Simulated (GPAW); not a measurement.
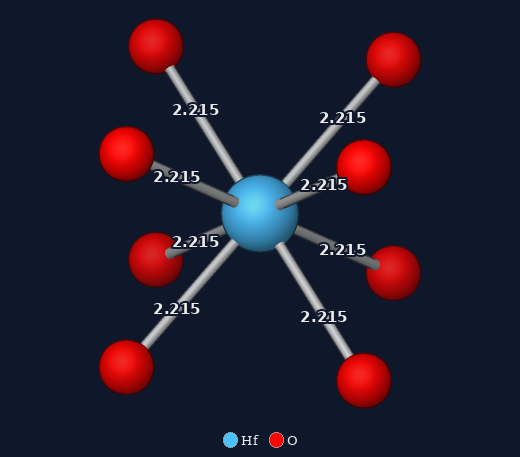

The surroundings of site Hf1 (at 0.000, 0.000, 0.000) in HfO₂ (Fm-3m, No. 225), with bond lengths in Å.

The cell is taken from an entry of the Crystallography Open Database, as set up for an electronic-structure calculation.

```xyz
12
Lattice="5.1150 0.0000 0.0000 0.0000 5.1150 0.0000 0.0000 0.0000 5.1150" Properties=species:S:1:pos:R:3 pbc="T T T"
Hf    0.0000    0.0000    0.0000
O     1.2788    1.2788    3.8363
O     1.2788    3.8363    3.8363
Hf    0.0000    2.5575    2.5575
O     1.2788    3.8363    1.2788
O     1.2788    1.2788    1.2788
Hf    2.5575    0.0000    2.5575
O     3.8363    1.2788    1.2788
O     3.8363    3.8363    1.2788
Hf    2.5575    2.5575    0.0000
O     3.8363    3.8363    3.8363
O     3.8363    1.2788    3.8363
```

Bond valence s = exp((R0 − d)/b), R0 fitted to published crystal structures with b = 0.37 Å; R0 in Å: Hf4+–O 1.921.

Question: Calculate the bond-valence sum of Hf1 from the bonds drawn.

Answer: 8 × 0.452 = 3.61 v.u., against a formal valence of 4: underbonded (bonds long for this ion) by 0.39.

Question: And over the whole structure?

Answer:
```tsv
site	x, y, z	formal valence	bond-valence sum	difference
Hf1	0.000, 0.000, 0.000	+4	3.66	-0.34
O1	0.250, 0.250, 0.750	−2	1.83	-0.17
```

These sums include all anions within 5 Å. The global instability index (root mean square of the differences over all atoms) is 0.24 v.u.: above 0.2, which by the usual rule of thumb marks a strained structure. The cell was not relaxed for this table, and a volume that is off by a few per cent shifts all sums together.
